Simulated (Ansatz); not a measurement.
A series of calculations on Mg3Sb2

**1. Relaxation**

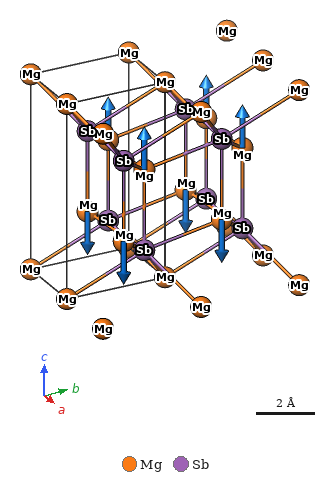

This is a relaxation of a crystal of Mg$_{3}$Sb$_{2}$ (set up in P-3m1). The starting structure is drawn; blue arrows show the displacements, magnified 50 times.

Style: ball-and-stick. Shown: the cell of the calculation, repeated 2 × 2 × 1 with one cell outlined, slightly off an axis.

Case: biaxial strain in the a-b plane of +6.0 %; c and atoms relaxed.

Computed with DFT PBE, scalar-relativistic, plane waves, PAW in Ansatz.

The input:
```yaml
crystal:
  lattice:
    - [4.8694990811, 0.0, 0.0]
    - [-2.4347495405, 4.2171099079, 0.0]
    - [0.0, 0.0, 7.0124015017]
  atoms:
    - { symbol: Mg, position: [0.3333333333, 0.6666666667, 0.639504178] }
    - { symbol: Mg, position: [0.6666666667, 0.3333333333, 0.360495822] }
    - { symbol: Mg, position: [0.0, 0.0, 0.0] }
    - { symbol: Sb, position: [0.3333333333, 0.6666666667, 0.226825026] }
    - { symbol: Sb, position: [0.6666666667, 0.3333333333, 0.773174974] }
basis:
  ecutwfc: 420
kpoints:
  mp_grid: { grid: [12, 12, 6] }
hamiltonian:
  xc: pbe
scf:
  occupations: { method: gaussian, width: 0.01 }
output:
  forces: true
  stress: true
  eigenvalues: true
relax:
  adjacent_minimum: "off"
  f_tol: 0.008
  max_steps: 40
  cell: { stress_tol: 0.015, fix: [a, b, gamma] }
```

Launched with:
```bash
ansatz run input.yaml --threads 1 --pin off --max-ram 2560MiB --backend cpu --events-out ev --progress --plain --runs-dir out
```

### Which element moves most?

Magnesium: up to 0.031 Å, against 0.002 Å for antimony.

### What did the optimiser do to the structure, and how much energy did it gain?

The energy falls by 2.6 meV per cell of the calculation in 3 accepted moves (4 points after the start). The largest force component goes from 0.093 to 0.0014 eV/Å. The pressure goes from −2.86 to −2.86 GPa. The SCF was repeated once at an unchanged geometry on a basis and grid sized afresh for the cell, which shifted the energy by less than 0.05 meV per cell of the calculation at most. The largest moves relative to the cell, 0.031 Å, are those of Mg1 and Mg2. Mg1 goes along +c. Largest moves by element: Mg 0.031 Å, Sb 0.002 Å. The volume changes by −0.2 %, with a = b unchanged at 4.869 Å, c 7.012 → 7.001 Å (−0.2 %). Among the contacts that change: Mg1–Sb4 2.894 → 2.919 Å, Mg1–Sb5 2.964 → 2.953 Å. The space group stays P-3m1 (No. 164).

**2. Relaxation**

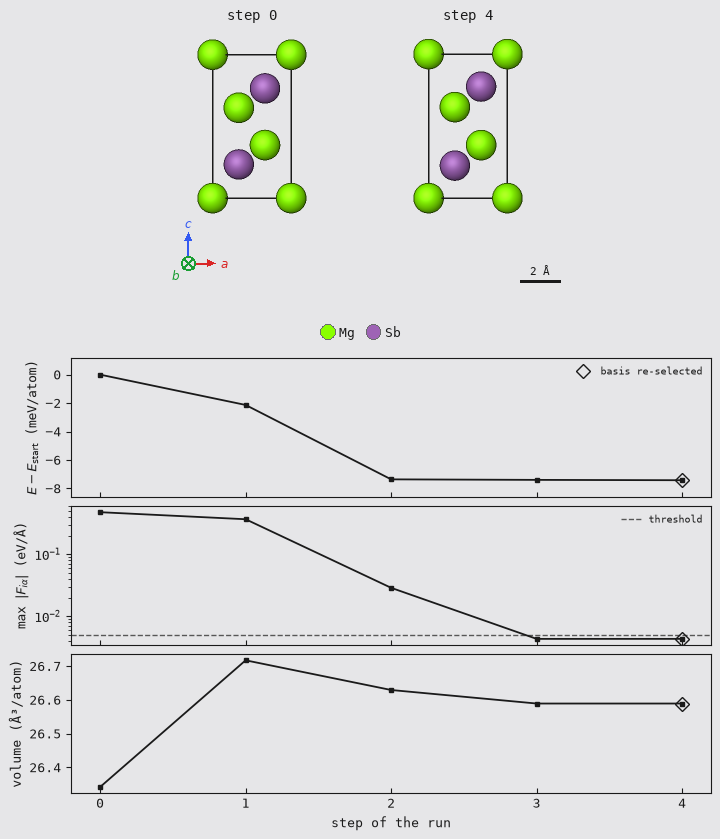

First and last geometry of a relaxation of crystalline Mg3Sb2 (set up in P-3m1), with the history of the run. A spheres-only model of the cell of the calculation, seen along the b axis.

Theory: DFT PBE, scalar-relativistic, plane waves, PAW (Ansatz 0.2.0).

The input:
```yaml
crystal:
  lattice:
    - [4.5820006928, 0.0, 0.0]
    - [-2.2910003464, 3.9681290001, 0.0]
    - [0.0, 0.0, 7.244]
  atoms:
    - { symbol: Mg, position: [0.3333333333, 0.6666666667, 0.63] }
    - { symbol: Mg, position: [0.6666666667, 0.3333333333, 0.37] }
    - { symbol: Mg, position: [0.0, 0.0, 0.0] }
    - { symbol: Sb, position: [0.3333333333, 0.6666666667, 0.235] }
    - { symbol: Sb, position: [0.6666666667, 0.3333333333, 0.765] }
basis:
  ecutwfc: 420
kpoints:
  mp_grid: { grid: [12, 12, 6] }
hamiltonian:
  xc: pbe
scf:
  occupations: { method: gaussian, width: 0.01 }
output:
  forces: true
  stress: true
  eigenvalues: true
  write_density: true
  write_potential: true
  elf: true
  volumetric_format: npy
relax:
  adjacent_minimum: "off"
  f_tol: 0.005
  max_steps: 80
  cell: { stress_tol: 0.05 }
```

Run as
```bash
ansatz run input.yaml --threads 1 --pin off --max-ram 2560MiB --backend cpu --events-out ev --progress --plain --runs-dir out
```

Read the history and describe the run.

Answer. It converged. Over 3 accepted moves (4 points after the start) the energy falls by 7.4 meV per atom. The largest force component goes from 0.48 to 0.0043 eV/Å. The pressure goes from 0.90 to 0.02 GPa. The SCF was repeated once at an unchanged geometry on a basis and grid sized afresh for the cell, which shifted the energy by less than 0.05 meV per atom at most. The largest moves relative to the cell, 0.068 Å, are those of Sb4 and Sb5. Sb5 goes along +c. Largest moves by element: Sb 0.068 Å, Mg 0.014 Å. The volume changes by +0.9 %, with a = b 4.582 → 4.594 Å (+0.3 %), c 7.244 → 7.274 Å (+0.4 %). Among the contacts that change: Mg1–Sb4 2.861 → 2.956 Å, Mg1–Sb5 2.820 → 2.847 Å, Mg3–Sb4 3.146 → 3.119 Å. The space group stays P-3m1 (No. 164).

**3. A change**

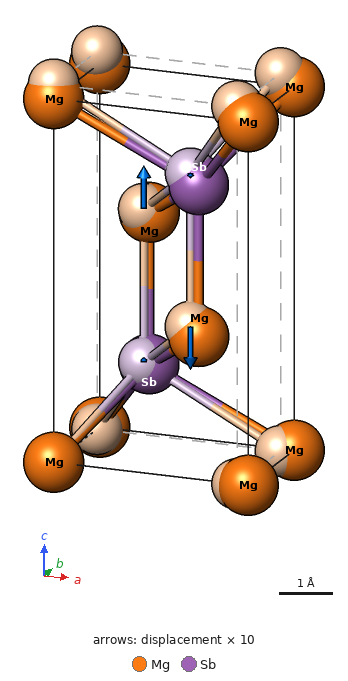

A crystal of Mg$_{3}$Sb$_{2}$ (set up in P-3m1), drawn pale, and a changed version of it, drawn solid. The blue arrows show how the atoms are displaced (without the part that the change of the cell carries along), magnified 10 times. A ball-and-stick model of the cell of the calculation, seen slightly off an axis.

Theory: DFT PBE, scalar-relativistic, plane waves, PAW (Ansatz 0.2.0). Set-up: plane-wave cutoff 420 eV; k-point mesh 12 × 12 × 6; occupations gaussian; smearing width 0.01 eV; no spin polarisation.

### Describe the change and its computed effect.

Biaxial strain in the a–b plane, +6.0 %, is applied. The c axis and the atoms are relaxed. It costs 47.7 meV per atom. The pressure goes from 0.0 to −2.9 GPa. The principal stresses (compression positive) are 0.0 GPa along c and −4.3 GPa across it. The volume changes by +8.1 %, with a = b 4.594 → 4.869 Å (+6.0 %), c 7.274 → 7.001 Å (−3.8 %). The largest moves relative to the cell, 0.084 Å, are those of Mg atoms. Largest moves by element: Mg 0.084 Å, Sb 0.010 Å. Near-neighbour distances before and after: Mg–Sb 3.119 → 3.230 Å, Mg–Sb 2.847 → 2.953 Å, Mg–Sb 2.956 → 2.919 Å. The space group stays P-3m1 (No. 164).

**4. Series**

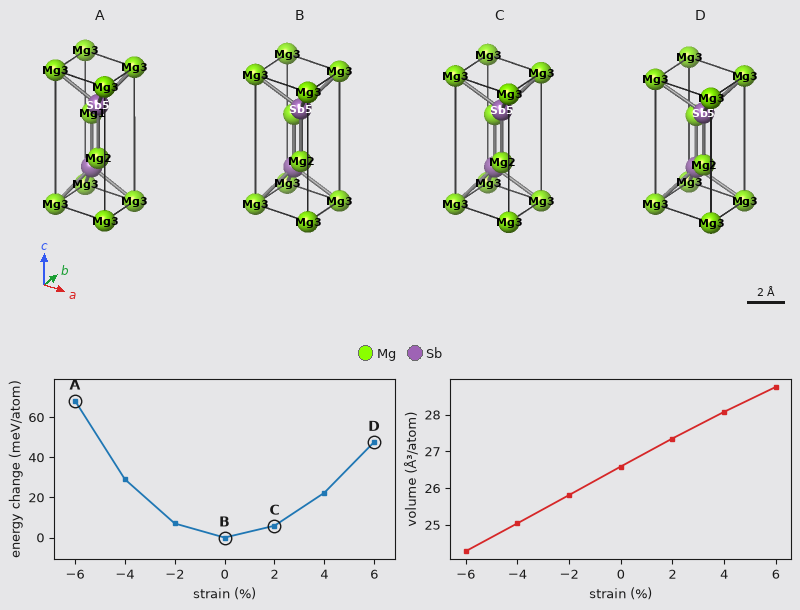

Members of a series of calculations on crystalline Mg$_{3}$Sb$_{2}$ (set up in P-3m1), marked on the first curve. The picture is a ball-and-stick view of the cell of the calculation, seen slightly off an axis.

Theory: DFT PBE, scalar-relativistic, plane waves, PAW in Ansatz 0.2.0. (plane-wave cutoff 420 eV; k-point mesh 12 × 12 × 6; occupations gaussian; smearing width 0.01 eV; no spin polarisation)

Q: Describe the series.

A: Biaxial strain in the a–b plane, c and atoms relaxed. A (strain −6.0 %): energy change 68.3 meV/atom, volume 24.28 Å³ per atom. B (strain 0.0 %): energy change 0.0 meV/atom, volume 26.59 Å³ per atom. C (strain 2.0 %): energy change 5.9 meV/atom, volume 27.35 Å³ per atom. D (strain 6.0 %): energy change 47.7 meV/atom, volume 28.75 Å³ per atom. The rest compares A with D. The volume changes by +18.4 %, with a = b 4.318 → 4.869 Å (+12.8 %), c 7.519 → 7.001 Å (−6.9 %). Among the bonded contacts that change: Mg–Sb 3.005 → 2.919 to 3.230 Å, Mg–Sb 2.749 → 2.953 Å.
